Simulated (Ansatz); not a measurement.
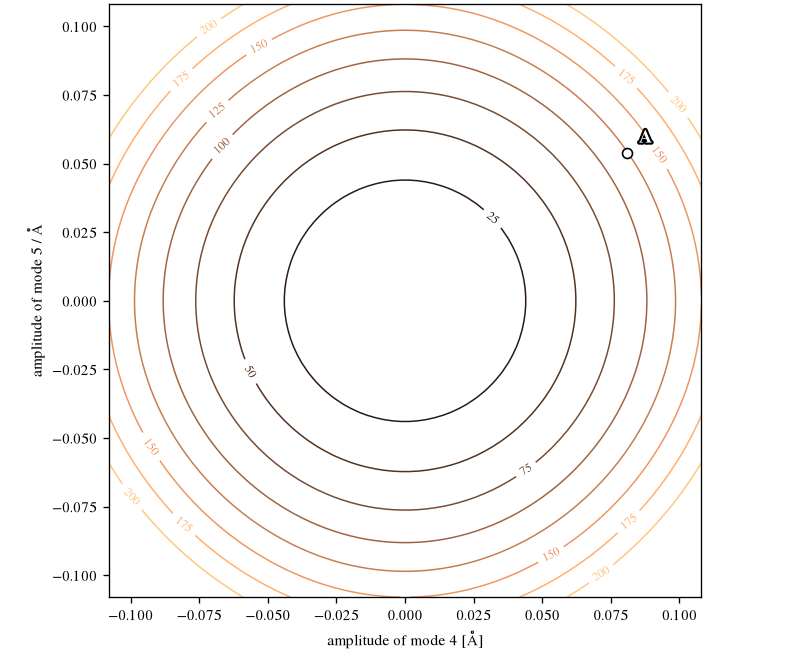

Al₂Cu (Fm-3m, No. 225; 3 atoms in the cell). 
- The energy is mapped over two normal modes frozen in (zone-centre modes of the 3-atom cell of this scan).
- First axis: amplitude of mode 4 (265 cm⁻¹), largest displacement. Second axis: amplitude of mode 5 (265 cm⁻¹), largest displacement.
- Nothing is relaxed (the cell and all other modes fixed).
- Grid: 9 × 9 points; 15 points were computed and 66 follow by symmetry.
- Points are written as (first, second).
- All energies are given in meV per cell relative to the lowest grid point.
- All numbers below come from DFT PBEsol, scalar-relativistic, plane waves, PAW (Ansatz). Settings: cutoff 520 eV, k-mesh 14×14×14, gaussian smearing 0.15 eV, no spin polarisation.

In the figure: contour lines labelled in meV (none above 200), the point A. Between grid points the surface is interpolated.

Which way does the force act at A, and how strong is it?

Answer. A, at (0.081 Å, 0.054 Å), is not a stationary point. The computed force is 2100 meV for each Å towards smaller values of the first coordinate and 1500 meV for each Å towards smaller values of the second coordinate.

PAW datasets: the set soft_1.
